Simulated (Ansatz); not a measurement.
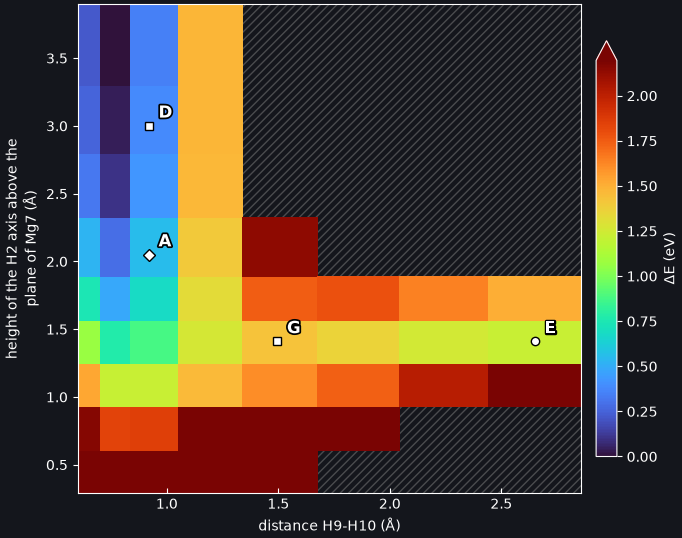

H₂ on a Mg(100) slab cut from the P6_3/mmc phase, its upper half relaxed before the scan (8 atoms of substrate and one adsorbate in a 2 × 1 cell). H2 lies flat over one site of a rigid substrate while its bond length and height are varied; it sits over a hollow site, heights counted from the top plane, its axis along the first surface vector. First axis: distance H9-H10. Second axis: height of the H2 axis above the plane of Mg7. Grid: 8 × 9 points. At 20 points there is no value (left out: too close to the surface, or the stretched molecule far from it). Points are written as (first, second). Energies: eV, counted from the lowest grid point. Level of theory: DFT PBE, scalar-relativistic, plane waves, PAW (Ansatz). Settings: cutoff 420 eV, k-mesh 4×5×1, gaussian smearing 0.1 eV, no spin polarisation.

The picture shows one coloured cell a grid point, one colour for all values above the top of the scale, hatched blanks where no value was computed, lettered points.

Is A the lowest point of the computed grid?

Answer. No. A lies 0.56 eV above the lowest grid point, which is at (0.750 Å, 3.60 Å).

What kind of point is each of A, D, G: minimum, saddle, maximum or slope?

Answer. A: on a slope; D: on a slope; G: saddle point. (In these two coordinates alone; a stationary point may lie a little off the grid point.)
